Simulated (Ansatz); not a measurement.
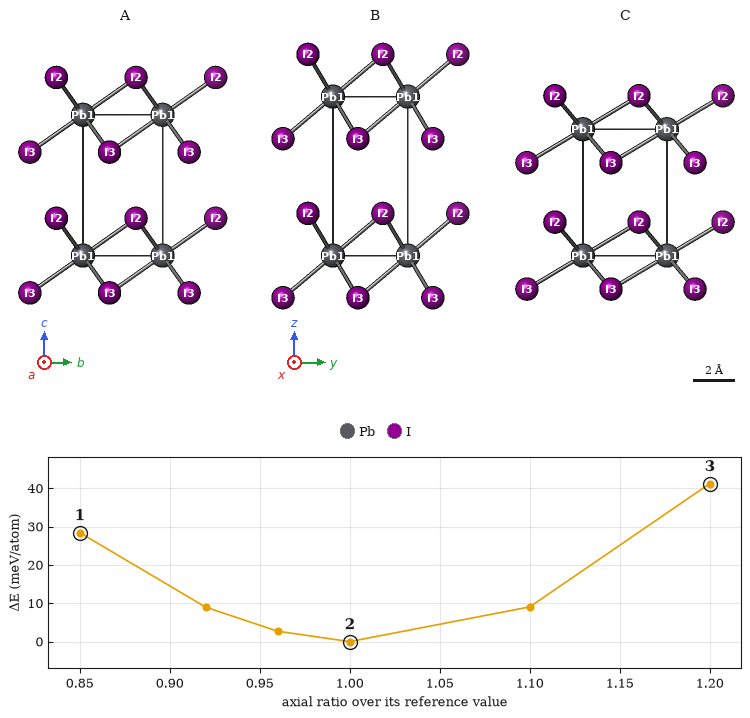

Energy scan for crystalline PbI2 (P-3m1), in which the ratio of the cell's length along z to its lengths across, counted as 1 for the reference, is changed at fixed volume (a c/a path), with the atoms kept at their fractional coordinates. x, y and z are the Cartesian axes of the input. The frames are shuffled; the numbered points of the plot belong to them. The picture is a ball-and-stick view of the cell of the calculation, seen along the a axis.

Method: DFT r2SCAN, scalar-relativistic, plane waves, PAW (Ansatz). Settings: plane-wave cutoff 500 eV; k-point mesh 6 × 6 × 4; occupations gaussian; smearing width 0.05 eV; no spin polarisation. Energies (free energies at the smearing named) are counted from the cell as listed in its source, which wasn't relaxed.

### Match the frames to the points.

Point 1 is frame C (the relative ratio 0.85, 28.4 meV/atom); 2 is frame A (the relative ratio 1.00, 0.0 meV/atom); 3 is frame B (the relative ratio 1.20, 41.2 meV/atom). Of the computed points the lowest is at the relative ratio 1.00, 0.0 meV/atom. At the ends of the scan the energy is 28.4 meV/atom (0.85) and 41.2 meV/atom (1.20). The unrelaxed reference is under a pressure of 1.3 GPa. The distortion keeps the space group P-3m1. At the relative ratio 1.20 the cell of the drawing goes a 4.555 → 4.286 Å, b 4.555 → 4.286 Å, c 6.977 → 7.879 Å.
